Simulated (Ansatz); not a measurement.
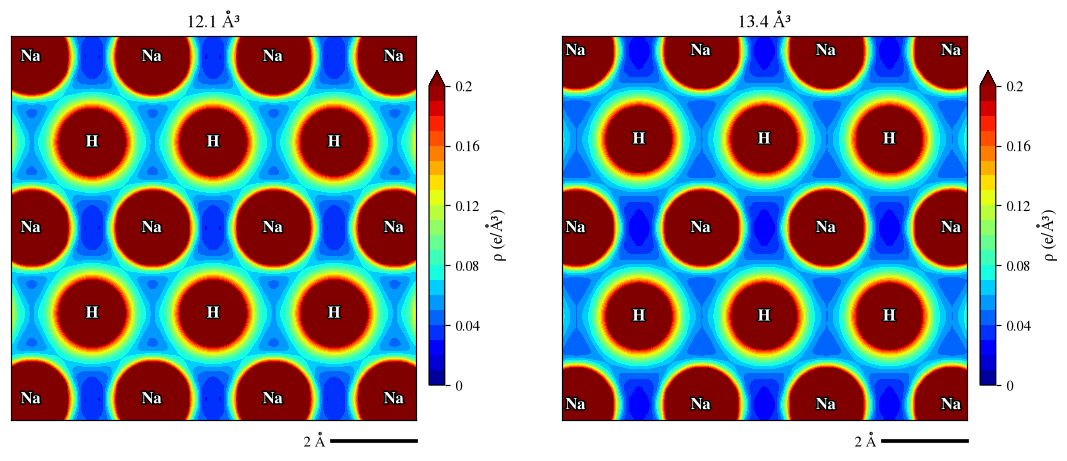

NaH. The valence charge density (pseudo) of cells scaled evenly to different volumes (given per atom above each panel), on the (011) plane of each (indices in the axes of the cell below), at one length scale and on one colour scale.

A structure from a database of computed crystals, not necessarily the ambient phase.

Theory: Kohn-Sham DFT of a periodic cell, PBE, Ansatz PAW in Ansatz.

In a PAW calculation such maps are meaningful between the atoms, not at the nuclei.

The largest cell:

```
Na H
1.0
     2.99401    0.00000    0.00000
     0.00000    2.99401    0.00000
     0.00000    0.00000    2.99401
Na H
1 1
Direct
  0.00000 0.00000 0.00000
  0.50000 0.50000 0.50000
```

| volume (Å³/atom) | Na–H contact in the plane (Å) | ρ at its midpoint (e/Å³) | pressure (GPa) | gap on the mesh (eV) | 
| --- | --- | --- | --- | --- |
| 12.13 | 2.507 | 0.070 | 1.9 | 1.53 | 
| 12.90 | 2.559 | ? | ? | ? | 
| 13.42 | 2.593 | 0.061 | −0.7 | 1.48 | 

Q: Estimate the missing row, and compare with the calculation.

A: Over the known rows ln ρ falls by 1.60 per Å of Na–H distance (the line through the two), which gives 0.064 e/Å³ at 2.559 Å; the calculation gives 0.064 e/Å³. For the pressure, a straight line in volume between the neighbouring rows gives 0.3 GPa; the calculation gives 0.2. For the gap on the mesh, a straight line in volume between the neighbouring rows gives 1.50 eV; the calculation gives 1.50.
